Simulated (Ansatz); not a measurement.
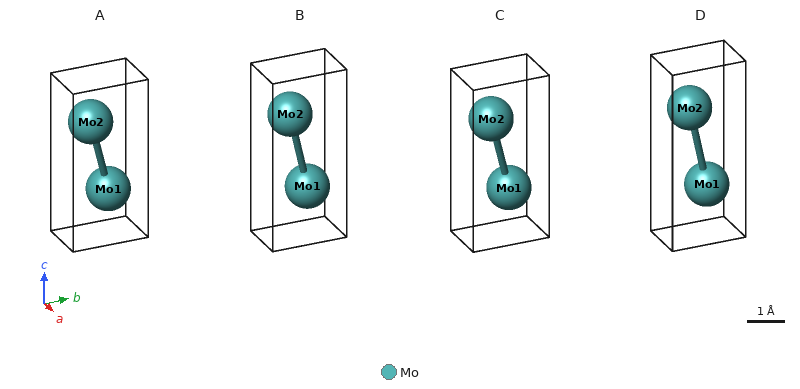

4 geometries from one relaxation of crystalline Mo (a generated structure, set up in P6_3/mmc) (coarse preliminary run), in shuffled order. The picture is a ball-and-stick view of the cell of the calculation, seen slightly off an axis.

Case: Ru → Mo on all its sites, cell and atoms relaxed.

Theory: DFT r2SCAN, scalar-relativistic, plane waves, PAW in Ansatz. Set-up: plane-wave cutoff 500 eV; k-point mesh 12 × 12 × 4; occupations gaussian; smearing width 0.1 eV; no spin polarisation; cell and atoms relaxed; force threshold 0.05 eV/Å; at most 60 steps.

Q: Put them in the order of the run, from the start to the converged end.

A: A, C, B, D. They are steps 0, 3, 4, 8, at +106 meV per atom, +75.7 meV per atom, +40.5 meV per atom relative to the last. No atom moves by more than 0.005 Å relative to the cell. The drawn cell changes as follows: a = b 2.803 → 2.730 Å (−2.6 %), c 4.425 → 4.937 Å (+11.6 %); the volume changes by +5.9 %. Some distances before and after: Mo1–Mo2 2.741 → 2.929 Å, Mo1–Mo1 2.803 → 2.730 Å. The space group stays P6_3/mmc (No. 194). Over 5 accepted moves (8 points after the start) the energy falls by 106 meV per atom. All forces vanish by symmetry, so only the cell relaxes. The pressure goes from 12.87 to 0.15 GPa. The line search rejected the trial steps at points 1, 6 of the run. At 1 point the geometry stayed and the basis and grid were re-selected for the new cell (energy shift of 0.7 meV per atom at most each time). Cost: 65 s on 1 thread of Intel(R) Xeon(R) Processor @ 2.50GHz (Skylake/Cascade Lake), with other jobs on the host, peak memory 0.45 GiB.
